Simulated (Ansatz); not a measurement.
# Ti$_{3}$H: single-point calculation (part 2 of 2)

The same run, continued: Ti$_{3}$H (slab, 4 atoms in the cell); DFT PBE, scalar-relativistic, plane waves, PAW, PAW set soft_1, spin-polarised (Ansatz 0.2.0); cutoff 420 eV, 9×9×1 k-mesh, Gaussian smearing of 0.1 eV, collinear spins. The structure derives from an entry of the Crystallography Open Database.

Geometry of the input (Å; fractional positions):
```
2.9075  0.0000  0.0000
0.0000  2.9075  0.0000
0.0000  0.0000  20.8060
Ti 0.5000  0.5000  0.1923
Ti 0.0000  0.0000  0.2837
Ti 0.5000  0.5000  0.3752
H  1.0000  1.0000  0.3608
```

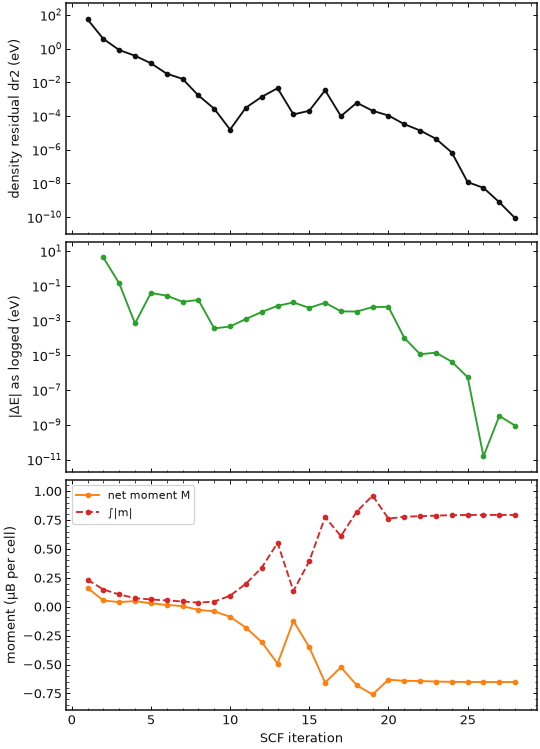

**Figure 1.** Convergence of the self-consistent field: density residual dr2, size of the energy change and magnetic moment against the SCF iteration. The residual falls unevenly and jumps up by a factor of two or more 5 times on the way down. The net moment goes from 0.2 to −0.7 μB per cell.

```
at 5 of the mixer's solves, the last at iteration 17, it left a direction of its history that read negative out of its fit and stepped the other way along it
WARN: The output density's exchange-correlation potential varies sharply where the density is thin. Do not read a vacuum level from v_tot or v_xc, or from such a field of the output density. On a cell that repeats whose density bears no net charge and no dipole along the vacuum's axis use v_es (v_loc + v_h of the components); under efield.dipole_correction with no amplitude use v_es + v_field, which holds any external_charges[].barrier, or the levels of the report's work_function block, which leave it out; under a non-zero efield.amplitude the vacuum is tilted and has no level; on a cell that repeats and bears such a dipole with no correction it is tilted too, and efield.dipole_correction with no amplitude gives each side of its ramp a level where efield: is served; in a cell that repeats whose density bears a net charge (total_charge, or a fill off its count) it is curved and has none; of a slab under crystal.periodic whose density bears no net charge use v_es, which has a level on each side, short of where the two are joined; of another it falls or rises all the way out and has none; of a slab beside external_charges read slab_vacuum_level instead, which it has where they leave it neutral. The grid or the basis barely resolves most such structure, and the values can differ between equally converged runs; as a rule a tighter scf.convergence.dr2_threshold does not remove it. Where the density itself ripples (under the LDA too) a higher basis.ecutwfc lessens it. The files hold the spikes' plane waves up to the density's cutoff. Files: v_tot_of_output_density and the like, and their columns of v_z.tsv (output.write_potential); v_xc_of_output_density and the like, and their columns of v_comp_z.tsv (output.write_potential_components). Measured: with its Gaussian average of σ = 0.25 Å subtracted twice, the exchange-correlation potential is over 0.1 eV at 661 of the grid points where the equally averaged density (valence and model cores) is under 1e-3 e/Å³, and 0.965 eV at the most among them, at an averaged density of 3.3e-8 e/Å³. The input density's (outcome.potential() and, of a run that writes arrays, v_tot and v_xc) is over 0.1 eV, so measured, at 123 points of its own thin density, 0.697 eV at the most. See output.write_potential in the manual, Limitations
SCF converged after 28 iterations
Magnetization: -0.6515 μB (18.1743 up, 18.8257 down)
Absolute magnetization: 0.7982 μB (∫|ρ↑−ρ↓|, with the PAW one-centre terms)
Spin contamination: 0.0537 ħ² per cell (⟨S²⟩ above its minimum at these occupations)
Per-site moments (μB) at R_I (Å): [(-0.39311174511004476, 1.155602813296531), (0.01795511291645745, 0.661244543085735), (-0.018645468561400348, 0.8570582763156772), (0.0007933312786930912, 0.661244543085735)]
Free energy (F): -7513.406217 eV
Harris-Foulkes:  -7513.406217 eV  (|F-HF|=1.55e-11)
Internal energy: -7513.387023 eV  (E = F + TS)
E sigma→0 (E₀):  -7513.396620 eV
Entropy (-TS):   -0.019195 eV (-4.799 meV/atom)
Fermi energy:    1.172907 eV
Dipole field:    D = -0.032738 V/Å  (p = -0.031822 e·Å, saw-weighted, corrected)
Work function:   Φ+ = 4.6036 eV   Φ− = 3.9224 eV
Levels:          The Fermi level and band energies are counted from a zero that moves with the ramp; work functions are not
--- Per-component energies (eV) ---
  E_band       = -915.343877
  E_kinetic    = 860.375576
  E_local      = -29883.060661  (includes V_loc(G=0)·N_el)
  E_nonlocal   = 184.283564
  E_hartree    = 14447.469836
  E_xc         = -357.142502
  E_vxc        = -447.586017  (∫ρ·V_xc dr)
  E_paw        = -3128.439986  (= ΣΔE_a)
  E_vpaw       = -524.348637  (= ΣTr[D̂ρ^β])
  E_aug_tail   = -0.001253  (compensation charges beyond the density's cutoff)
  E_efield     = 0.000521  (sawtooth field / dipole correction)
  E_vefield    = 0.053510  (∫n·V_field dr)
  E_ewald      = 10363.127883
  E_smearing   = -0.019195  (= −TS)
  E_closure    = -0.000000  (closes the sum)
  Σ components = -7513.406217   (vs F -7513.406217, Δ=0.00e0)
--- Forces (eV/Å), atoms counted from 1 ---
  atom   1  Ti    -0.00000000     0.00000000    -0.03381936
  atom   2  Ti    -0.00000000     0.00000000    -3.23705095
  atom   3  Ti     0.00000000     0.00000000     0.05308578
  atom   4  H      0.00000000     0.00000000     3.21777105
  max |Σ_I F_I| component: 1.35e-5 eV/Å
--- Band table (eV; the first three rows and the last of 30) ---
  k-point 0 ↑: bands = ["-55.6925", "-55.3526", "-55.1554", "-32.0764", "-31.8022", "-31.8022", "-31.7732", "-31.4262", "-31.4262", "-31.3796", "-31.2030", "-31.2030", "-6.9131", "-3.2318", "-1.6035", "-0.5352", "0.5534", "0.9005", "1.5323", "1.9564", "2.1581", "2.1581", "3.1070"]
  k-point 1 ↑: bands = ["-55.6864", "-55.3458", "-55.1536", "-32.0690", "-31.8700", "-31.7961", "-31.7567", "-31.4937", "-31.4189", "-31.3503", "-31.2389", "-31.2048", "-6.7021", "-2.9935", "-1.4057", "-0.4355", "0.6019", "0.8872", "1.5540", "1.9942", "2.1697", "2.2214", "2.8826"]
  k-point 2 ↑: bands = ["-55.6710", "-55.3282", "-55.1493", "-32.0676", "-31.9856", "-31.7808", "-31.7583", "-31.6060", "-31.3993", "-31.3392", "-31.3173", "-31.2108", "-6.1195", "-2.3471", "-0.9305", "-0.3459", "0.6939", "0.9111", "1.5374", "2.1218", "2.1438", "2.4110", "2.5135"]
  k-point 14 ↓: bands = ["-55.6233", "-55.6063", "-55.0735", "-32.1707", "-32.1685", "-32.0530", "-32.0448", "-32.0029", "-31.9181", "-31.4712", "-31.4691", "-31.4616", "-5.2842", "-0.9582", "-0.5076", "-0.3637", "-0.3567", "0.8054", "0.8713", "2.8657", "3.0544", "3.1423", "3.8249"]
--- Löwdin populations: 4 sites ---
  site symbol       q [e]    m [muB]
     0     Ti     11.8572    -0.6160
     1     Ti     11.8191     0.0317
     2     Ti     11.7200    -0.0144
     3      H      1.2352    -0.0010
  spilling = 0.009963 (of n_electrons = 37.000000)
```

### File populations.tsv
```
# site	symbol	l	j	q_up	q_dn
# orbitals = lowdin
# n_electrons = 37.000000
# spilling = 0.009963
0	Ti	0_3S	-	0.983304	0.983688
0	Ti	0_4S	-	0.433210	0.507138
0	Ti	1_3P	-	2.992469	2.993956
0	Ti	2_3D	-	1.211588	1.751801
1	Ti	0_3S	-	0.972217	0.972914
1	Ti	0_4S	-	0.412636	0.426146
1	Ti	1_3P	-	2.993346	2.994215
1	Ti	2_3D	-	1.547189	1.500428
2	Ti	0_3S	-	0.983127	0.983308
2	Ti	0_4S	-	0.362861	0.349215
2	Ti	1_3P	-	2.994248	2.994287
2	Ti	2_3D	-	1.512550	1.540393
3	H	0_1S	-	0.617072	0.618079
```

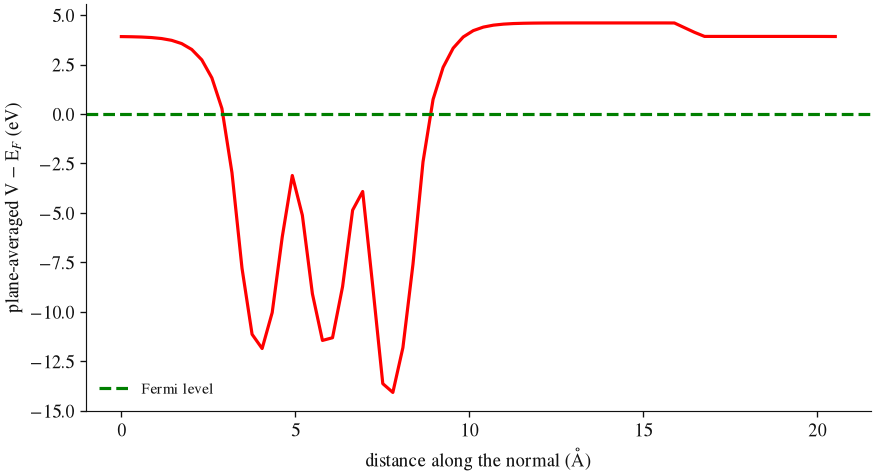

**Figure 2.** Plane average of the electrostatic potential energy of an electron across the cell, from the Fermi level. The vacuum level lies 4.60 eV above the Fermi level on the upper side and 3.92 eV on the lower.

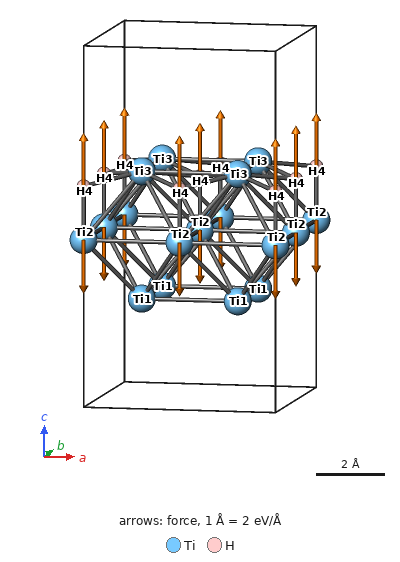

**Figure 3.** Forces on the atoms as orange arrows (ball-and-stick view of the 2 × 2 repeat of the cell, with the vacuum cut short, seen slightly off an axis; atoms are numbered from 1 in the order of the input); the smallest are left out. The largest act on Ti2 (3.24 eV/Å); H4 (3.22 eV/Å). The geometry is not a stationary point of this energy.

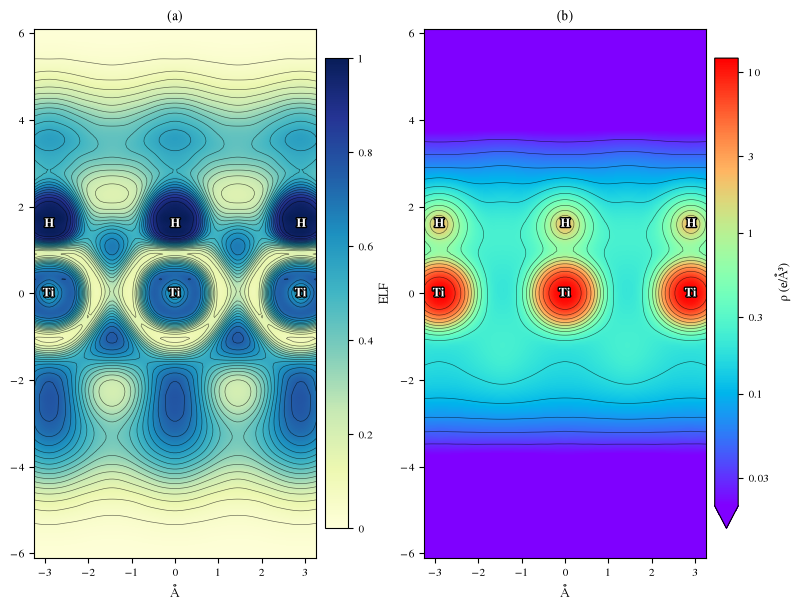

**Figure 4.** (a) ELF; (b) valence charge density (pseudo) on the (010) plane of the calculation cell, a cut from vacuum to vacuum. Atoms in the plane: Ti and H. Ti–H (1.60 Å): ρ is about 1.1 e/Å³ halfway, with its minimum of 0.67 e/Å³ about 1.0 Å from Ti; the ELF climbs to about 1 towards the hydrogen, as it does in any bond to H. Ti–Ti (2.91 Å): ρ is about 0.2 e/Å³ halfway; the ELF is about 0.25 at the midpoint (no localised pair between them). The density dies away to nearly zero in the vacuum. The strong features right at Ti lie inside the PAW spheres (semicore, d or f shells) and say nothing about bonding. In a PAW calculation such maps are meaningful between the atoms, not at the nuclei.

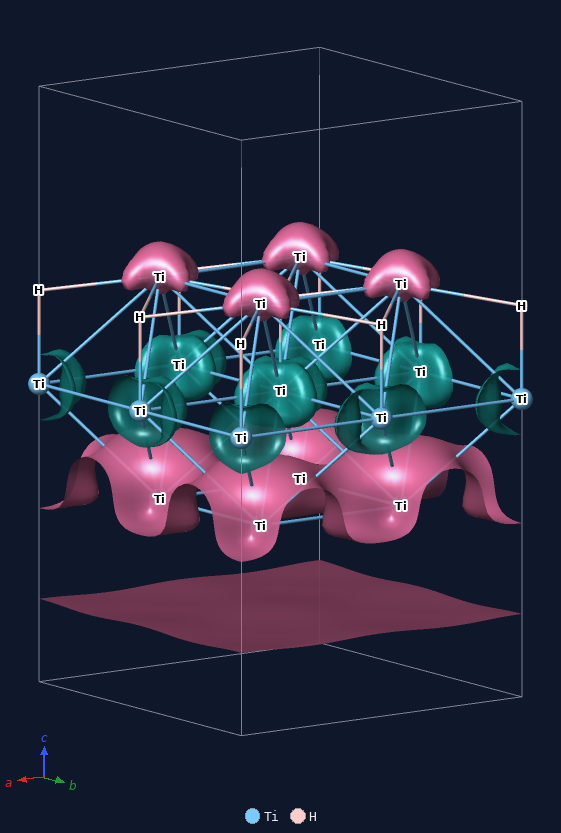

**Figure 5.** Isosurfaces of the spin density at +0.01 (teal) and −0.01 e/Å³ (pink), seen at an oblique angle. Sticks mark near contacts. The spin density sits on Ti: −0.4 μB in one cell of 4 atoms: a single local moment. The cell of the calculation (4 atoms) carries 0.7 μB net.

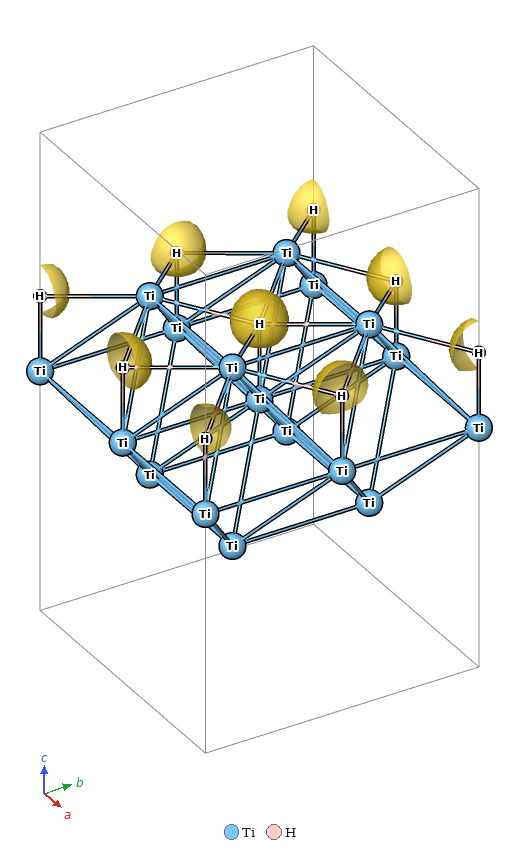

**Figure 6.** Isosurface of the ELF at 0.85 (yellow), seen at an oblique angle. Only the valence region is drawn (cores and ρ < 0.01 e/Å³ removed). Sticks mark near contacts. Along the contacts the grid gives the following. Ti–H (1.60 Å): the ELF climbs to about 1 towards the hydrogen. Ti–Ti (2.80 Å): the ELF is about 0.25 at the midpoint (no shared electron pair).

### Results in brief

| quantity | value |
| --- | --- |
| outcome | converged |
| electrons treated | 37 |
| free energy | −7513.4062 eV |
| work function, top face | 4.60 eV |
| work function, bottom face | 3.92 eV |
| Fermi energy | 1.173 eV |
| gap on the k-point mesh | none (metallic) |
| net moment of the cell | −0.65 μB |
| integrated absolute moment | 0.80 μB |
| work function (upper face) | 4.60 eV |
| largest force (length of the vector) | 3.237 eV/Å |
| hardware | 1 thread of Arm Neoverse V1, 24 GiB of memory available, shared host |
| wall time | 53 s |
| peak memory | 0.39 GiB |

### Remarks

The electronic state found may not be the lowest one. The program warns: the exchange-correlation potential is rough where the density is thin.
